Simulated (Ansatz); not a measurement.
## STM study: Pb(111) (Fm-3m bulk, 4 atomic planes (those closer than 0.6 Å count as one), 9 Å)

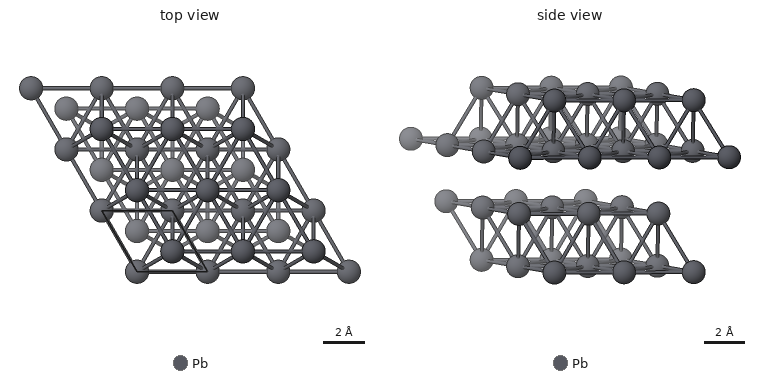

The relaxed structure from above and from the side.

The calculation used DFT PBE, scalar-relativistic, plane waves, PAW in Ansatz 0.2.0. Cutoff 420 eV, 24 × 24 k-points, Gaussian smearing 0.1 eV, dipole correction. The slab is a cut without reconstruction beyond its cell, at the source's lattice constants, with its lower half held fixed and the rest relaxed. No spin polarisation. Spin–orbit coupling is left out; with Pb it can shift levels and gaps. The run couldn't confirm all of its levels under its output density. On this mesh the free atoms still feel up to 0.08 eV/Å.

Tersoff–Hamann simulation (s-wave tip); biases are sample biases. Bias windows are sharp sums over the levels of the k mesh.

```
Pb
1.0
     3.49282    0.00000    0.00000
    -1.74641    3.02487    0.00000
     0.00000    0.00000   26.55564
Pb
4
Direct
  0.66667 0.33333 0.33891
  0.33333 0.66667 0.44630
  0.00000 0.00000 0.56100
  0.66667 0.33333 0.66546
```

The last single point, restarted from the relaxation's density, took 45 s on 1 thread of Intel(R) Xeon(R) 6975P-C (Granite Rapids), on a shared host, peak memory 0.77 GiB.

### 1. One image

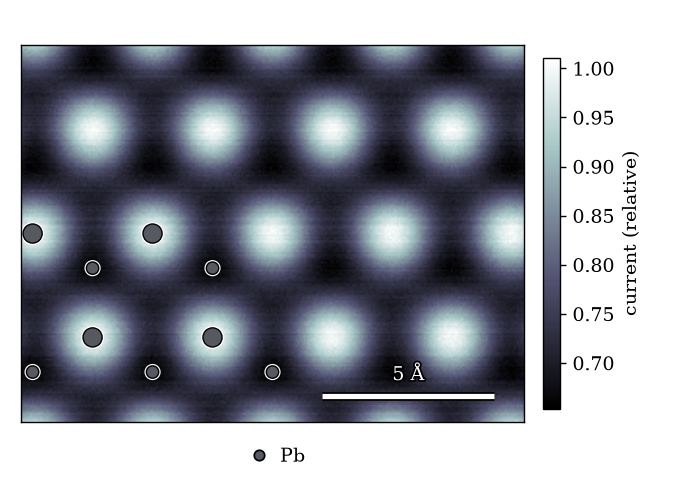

Constant-height image 3.0 Å above the topmost atom of this surface, sample bias −2.00 V. The atoms seen from above are drawn over one corner (deeper ones smaller). Noise was added to mimic a scan.

Q: Assign the bright and dark features to the surface structure.

A: The brightest spots lie over the top Pb atoms; the darkest points are over the sites above the Pb atoms 2.8 Å below the top plane. The brightest point carries 1.5 times the current of the darkest.

### 2. Approach curves

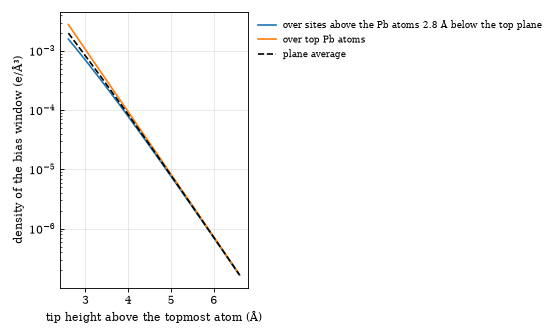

Approach curves over this surface at a sample bias of −2.00 V.

Q: How fast does the current decay, and what apparent barrier height does that imply?

A: Near 4 Å the plane average falls as exp(−2.33 z/Å), a factor of 10 per ångström, which gives an apparent barrier of 5.1 eV (0.952 eV Å² times the slope squared). The vacuum level lies 3.75 eV above zero bias. The apparent barrier is above 3.75 eV. At 4 Å the 0.25 eV of states nearest the highest filled state carry 7 % of the density, so deeper states, or ones away from the zone centre, set the barrier.

### 3. States by depth

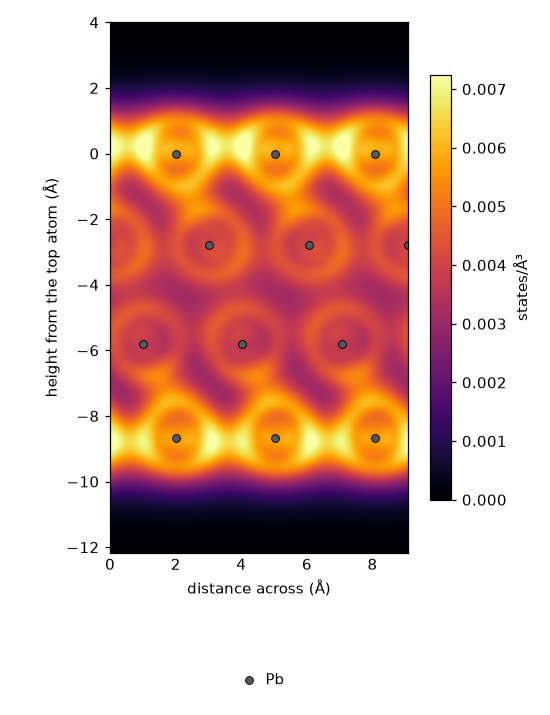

Density of all states between −0.50 and −0.25 eV (zero: the Fermi level) of this surface: side view, averaged along the second cell vector.

The picture shows the smooth PAW orbitals' density alone; the shares below count all of it.

Q: How is this energy window spread over the atomic planes?

A: The window holds 0.62 states per cell. Shares by plane (space cut midway between planes), top to bottom: Pb 29 %, Pb 22 %, Pb 20 %, Pb 29 %; the outer planes' shares include the vacuum, and density in a gap between layers is shared out between the planes on either side.
